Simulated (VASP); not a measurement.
Ba: geometry relaxation (part 2 of 3)

The same run, continued: Ba (slab, 4 atoms in the cell); Kohn-Sham DFT of a periodic cell, PBE, VASP PAW PBE potentials, recommended (VASP 6.6.1); cutoff 520 eV, 7×4×1 k-mesh, Gaussian smearing of 0.05 eV. The structure derives from an entry of the Crystallography Open Database. The run did not end well. It belongs to a series of runs on one base structure; here: the (1 1 1) slab of Ba, cut from the database cell, not relaxed. The run did not end well; see the last part.

Geometry of the input (Å; fractional positions):
```
4.1406  -0.0000  0.0000
1.8461  6.6611  0.0000
0.0000  0.0000  23.8483
Ba 0.6735  0.7323  0.3145
Ba 0.3470  0.4645  0.4382
Ba 0.0206  0.1968  0.5618
Ba 0.6941  0.9290  0.6855
```

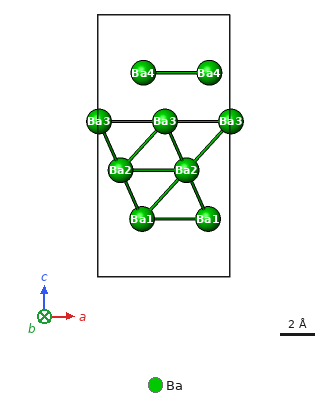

**Figure 1.** The input geometry (ball-and-stick view of the 2 × 1 repeat of the cell, with the vacuum cut short, along the b axis; atoms are numbered from 1 in the order of the input).

## Parts of OUTCAR, continued
```
----------------------------------------------------------------------------------------

                                     Primitive cell

  volume of cell :     657.7549

  direct lattice vectors                    reciprocal lattice vectors
     4.140594764  0.000000000  0.000000000     0.241511198 -0.066935067  0.000000000
     1.846123670  6.661075543  0.000000000     0.000000000  0.150125906  0.000000000
     0.000000000  0.000000000 23.848275668     0.000000000  0.000000000  0.041931753

  length of vectors
     4.140594764  6.912170426 23.848275668     0.250615167  0.150125906  0.041931753

  position of ions in fractional coordinates (direct lattice)
     0.673518141  0.732252720  0.314488146
     0.347036281  0.464505439  0.438162715
     0.020554422  0.196758159  0.561837285
     0.694072562  0.929010878  0.685511854

  ion indices of the primitive-cell ions
   primitive index   ion index
                 1           1
                 2           2
                 3           3
                 4           4

----------------------------------------------------------------------------------------

 KPOINTS: k-points

Automatic generation of k-mesh.
 Grid dimensions read from file:
 generate k-points for:    7    4    1

 Generating k-lattice:

  Cartesian coordinates                     Fractional coordinates (reciprocal lattice)
     0.034501600 -0.009562152  0.000000000     0.142857143 -0.000000000  0.000000000
     0.000000000  0.037531476  0.000000000     0.000000000  0.250000000  0.000000000
     0.000000000  0.000000000  0.041931753     0.000000000  0.000000000  1.000000000

  Length of vectors
     0.035802167  0.037531476  0.041931753

  Shift w.r.t. Gamma in fractional coordinates (k-lattice)
     0.000000000  0.000000000  0.000000000

 Subroutine IBZKPT returns following result:
 ===========================================

 Found     15 irreducible k-points:

 Following reciprocal coordinates:
            Coordinates               Weight
  0.000000  0.000000  0.000000      1.000000
  0.142857  0.000000  0.000000      2.000000
  0.285714  0.000000  0.000000      2.000000
  0.428571  0.000000  0.000000      2.000000
  0.000000  0.250000  0.000000      2.000000
  0.142857  0.250000  0.000000      2.000000
  0.285714  0.250000  0.000000      2.000000
  0.428571  0.250000  0.000000      2.000000
 -0.428571  0.250000  0.000000      2.000000
 -0.285714  0.250000  0.000000      2.000000
 -0.142857  0.250000  0.000000      2.000000
  0.000000  0.500000  0.000000      1.000000
  0.142857  0.500000  0.000000      2.000000
  0.285714  0.500000  0.000000      2.000000
  0.428571  0.500000  0.000000      2.000000
   k-points           NKPTS =     15   k-points in BZ     NKDIM =     15   number of bands    NBANDS=     24
   number of dos      NEDOS =    301   number of ions     NIONS =      4
   total plane-waves  NPLWV = 311040
   dimension x,y,z NGX =    32 NGY =   54 NGZ =  180
   dimension x,y,z NGXF=    64 NGYF=  108 NGZF=  360
   ions per type =               4
   NGX,Y,Z   is equivalent  to a cutoff of  12.85, 12.99, 12.55 a.u.
   NGXF,Y,Z  is equivalent  to a cutoff of  25.70, 25.98, 25.10 a.u.
 SYSTEM =  Ba
   PREC   = accura    normal or accurate (medium, high low for compatibility)
   ISTART =      0    job   : 0-new  1-cont  2-samecut
   ICHARG =      2    charge: 1-file 2-atom 10-const
   ISPIN  =      1    spin polarized calculation?
   LNONCOLLINEAR =      F non collinear calculations
   LSORBIT =      F    spin-orbit coupling
   LASPH  =      T    aspherical Exc in radial PAW
   ENCUT  =  520.0 eV  38.22 Ry    6.18 a.u.   7.70 12.85 44.34*2*pi/ulx,y,z
   NELM   =     80;   NELMIN=  2; NELMDL= -5     # of ELM steps
   EDIFF  = 0.1E-05   stopping-criterion for ELM
   LREAL  =      F    real-space projection
   EDIFFG = -.1E-01   stopping-criterion for IOM
   NSW    =     40    number of steps for IOM
   IBRION =      2    ionic relax: 0-MD 1-quasi-New 2-CG
   NFREE  =      1    steps in history (QN), initial steepest desc. (CG)
   ISIF   =      2    stress and relaxation
   ISYM   =      2    0-nonsym 1-usesym 2-fastsym
   POTIM  = 0.5000    time-step for ionic-motion
   TEBEG  =    0.0;   TEEND  =   0.0 temperature during run
   PSTRESS=    0.0 pullay stress
   NELECT =      40.0000    total number of electrons
   NUPDOWN=      -1.0000    fix difference up-down
   EMIN   =  10.00;   EMAX   =-10.00  energy-range for DOS
   EFERMI =   0.00;   METHOD = LEGACY
   ISMEAR =     0;   SIGMA  =   0.05  broadening in eV -4-tet -1-fermi 0-gaus
   EFERMI_NEDOS =   21; number of points for ismear=-14 and -15
   IALGO  =     38    algorithm
   IMIX   =      4    mixing-type and parameters
     AMIX     =   0.40;   BMIX     =  1.00
     AMIX_MAG =   1.60;   BMIX_MAG =  1.00
  volume/ion in A,a.u.               =     164.44      1109.69
  Fermi-wavevector in a.u.,A,eV,Ry     =   0.643784  1.216575  5.639040  0.414458
  Thomas-Fermi vector in A             =   1.710897
   LORBIT       =      0    0 simple, 1 ext, 2 COOP (PROOUT), +10 PAW based schemes
   GGA     = PE    functional components
   LHFCALC =     F    Hartree Fock is set to
   AEXX    =    0.0000 exact exchange contribution
   IVDW    =     0    specifies the selected vdW correction
   LEPSILON=     F    determine dielectric tensor
   LRPA    =     F    only Hartree local field effects (RPA)
 conjugate gradient relaxation of ions
 non-spin polarized calculation
 Gauss-broadening in eV      SIGMA  =   0.05
  energy-cutoff  :      520.00
  volume of cell :      657.75
 maximum number of plane-waves:     17742
   NGX = 15   NGY = 25   NGZ = 89

--------------------------------------- Ionic step        1  -------------------------------------------

 number of electron      39.9999999 magnetization

 Free energy of the ion-electron system (eV)
  ---------------------------------------------------
  ext. energy  EPLUGINS =         0.00000000
  ---------------------------------------------------
  free energy    TOTEN  =        -4.56287497 eV

  energy without entropy =       -4.54779628  energy(sigma->0) =       -4.55533563

------------------------ aborting loop because EDIFF is reached ----------------------------------------

  FORCE on cell =-STRESS in cart. coord.  units (eV):
  Direction    XX          YY          ZZ          XY          YZ          ZX
  --------------------------------------------------------------------------------------
  -------------------------------------------------------------------------------------
  Total        3.2517805     -2.4914571      1.8009388      0.5509403     -2.9215410     -0.8948759
  in kB        7.9207760     -6.0687594      4.3867761      1.3419954     -7.1163696     -2.1797631
  external PRESSURE =       2.0795976 kB  Pullay stress =       0.0000000 kB

 VOLUME and BASIS-vectors are now :
 -----------------------------------------------------------------------------
  energy-cutoff  :      520.00
  volume of cell :      657.75
      direct lattice vectors                 reciprocal lattice vectors
     4.140594764  0.000000000  0.000000000     0.241511198 -0.066935067  0.000000000
     1.846123670  6.661075543  0.000000000     0.000000000  0.150125906  0.000000000
     0.000000000  0.000000000 23.848275668     0.000000000  0.000000000  0.041931753

 POSITION                                       TOTAL-FORCE (eV/Angst)
 -----------------------------------------------------------------------------------
      4.14059      4.87759      7.50000         0.102427      0.334089     -0.234976
      2.29447      3.09411     10.44943        -0.003853     -0.011755      0.092766
      0.44835      1.31062     13.39885         0.003856      0.011726     -0.092792
      4.58894      6.18821     16.34828        -0.102429     -0.334060      0.235003
 -----------------------------------------------------------------------------------
    total drift:                               -0.000061     -0.000332     -0.000089

  FREE ENERGIE OF THE ION-ELECTRON SYSTEM (eV)
  ---------------------------------------------------
  free  energy   TOTEN  =        -4.5628749710 eV

  energy  without entropy=       -4.5477962816  energy(sigma->0) =       -4.55533563

--------------------------------------- Ionic step        2  -------------------------------------------

 number of electron      40.0000000 magnetization

------------------------ aborting loop because EDIFF is reached ----------------------------------------

  FORCE on cell =-STRESS in cart. coord.  units (eV):
  Direction    XX          YY          ZZ          XY          YZ          ZX
  --------------------------------------------------------------------------------------
  -------------------------------------------------------------------------------------
  Total        3.2399551     -2.5081583      1.7419650      0.5444804     -2.8951274     -0.8837186
  in kB        7.8919714     -6.1094407      4.2431260      1.3262604     -7.0520307     -2.1525860
  external PRESSURE =       2.0085522 kB  Pullay stress =       0.0000000 kB

 VOLUME and BASIS-vectors are now :
 -----------------------------------------------------------------------------
  energy-cutoff  :      520.00
  volume of cell :      657.75
      direct lattice vectors                 reciprocal lattice vectors
     4.140594764  0.000000000  0.000000000     0.241511198 -0.066935067  0.000000000
     1.846123670  6.661075543  0.000000000     0.000000000  0.150125906  0.000000000
     0.000000000  0.000000000 23.848275668     0.000000000  0.000000000  0.041931753

 POSITION                                       TOTAL-FORCE (eV/Angst)
 -----------------------------------------------------------------------------------
      4.14059      4.87759      7.50000         0.102713      0.333558     -0.232969
      2.29447      3.09411     10.44943        -0.003281     -0.007044      0.084373
      0.44853      1.31119     13.39437        -0.002285     -0.007027     -0.060891
      4.58400      6.17210     16.35961        -0.097147     -0.319488      0.209486
 -----------------------------------------------------------------------------------
    total drift:                               -0.000011      0.000493      0.000881

  FREE ENERGIE OF THE ION-ELECTRON SYSTEM (eV)
  ---------------------------------------------------
  free  energy   TOTEN  =        -4.5715037519 eV

  energy  without entropy=       -4.5565552551  energy(sigma->0) =       -4.56402950

--------------------------------------- Ionic step        3  -------------------------------------------

 number of electron      40.0000000 magnetization

------------------------ aborting loop because EDIFF is reached ----------------------------------------

  FORCE on cell =-STRESS in cart. coord.  units (eV):
  Direction    XX          YY          ZZ          XY          YZ          ZX
  --------------------------------------------------------------------------------------
  -------------------------------------------------------------------------------------
  Total        3.2056472     -2.5611728      1.5689075      0.5267169     -2.8169598     -0.8533090
  in kB        7.8084034     -6.2385748      3.8215878      1.2829915     -6.8616280     -2.0785133
  external PRESSURE =       1.7971388 kB  Pullay stress =       0.0000000 kB

 VOLUME and BASIS-vectors are now :
 -----------------------------------------------------------------------------
  energy-cutoff  :      520.00
  volume of cell :      657.75
      direct lattice vectors                 reciprocal lattice vectors
     4.140594764  0.000000000  0.000000000     0.241511198 -0.066935067  0.000000000
     1.846123670  6.661075543  0.000000000     0.000000000  0.150125906  0.000000000
     0.000000000  0.000000000 23.848275668     0.000000000  0.000000000  0.041931753

 POSITION                                       TOTAL-FORCE (eV/Angst)
 -----------------------------------------------------------------------------------
      4.14059      4.87759      7.50000         0.103486      0.332092     -0.227714
      2.29447      3.09411     10.44943        -0.001660      0.006871      0.060776
      0.44909      1.31288     13.38094        -0.019208     -0.061377      0.030648
      4.56918      6.12375     16.39362        -0.082618     -0.277587      0.136289
 -----------------------------------------------------------------------------------
    total drift:                                0.000058      0.001781      0.001444

  FREE ENERGIE OF THE ION-ELECTRON SYSTEM (eV)
  ---------------------------------------------------
  free  energy   TOTEN  =        -4.5933229018 eV

  energy  without entropy=       -4.5787065567  energy(sigma->0) =       -4.58601473

--------------------------------------- Ionic step        4  -------------------------------------------

 number of electron      40.0000001 magnetization

------------------------ aborting loop because EDIFF is reached ----------------------------------------

  FORCE on cell =-STRESS in cart. coord.  units (eV):
  Direction    XX          YY          ZZ          XY          YZ          ZX
  --------------------------------------------------------------------------------------
  -------------------------------------------------------------------------------------
  Total        3.1443241     -2.6647376      1.2466342      0.4970390     -2.6683629     -0.8034514
  in kB        7.6590307     -6.4908409      3.0365858      1.2107013     -6.4996714     -1.9570689
  external PRESSURE =       1.4015919 kB  Pullay stress =       0.0000000 kB

 VOLUME and BASIS-vectors are now :
 -----------------------------------------------------------------------------
  energy-cutoff  :      520.00
  volume of cell :      657.75
      direct lattice vectors                 reciprocal lattice vectors
     4.140594764  0.000000000  0.000000000     0.241511198 -0.066935067  0.000000000
     1.846123670  6.661075543  0.000000000     0.000000000  0.150125906  0.000000000
     0.000000000  0.000000000 23.848275668     0.000000000  0.000000000  0.041931753

 POSITION                                       TOTAL-FORCE (eV/Angst)
 -----------------------------------------------------------------------------------
      4.14059      4.87759      7.50000         0.105027      0.329527     -0.216586
      2.29447      3.09411     10.44943         0.001573      0.036109      0.012662
      0.45021      1.31628     13.35408        -0.047415     -0.162216      0.196397
      4.53953      6.02705     16.46165        -0.059185     -0.203419      0.007527
 -----------------------------------------------------------------------------------
    total drift:                                0.000027      0.000006      0.000215

  FREE ENERGIE OF THE ION-ELECTRON SYSTEM (eV)
  ---------------------------------------------------
  free  energy   TOTEN  =        -4.6199419414 eV

  energy  without entropy=       -4.6057675652  energy(sigma->0) =       -4.61285475

--------------------------------------- Ionic step        5  -------------------------------------------

 number of electron      40.0000000 magnetization

------------------------ aborting loop because EDIFF is reached ----------------------------------------
```
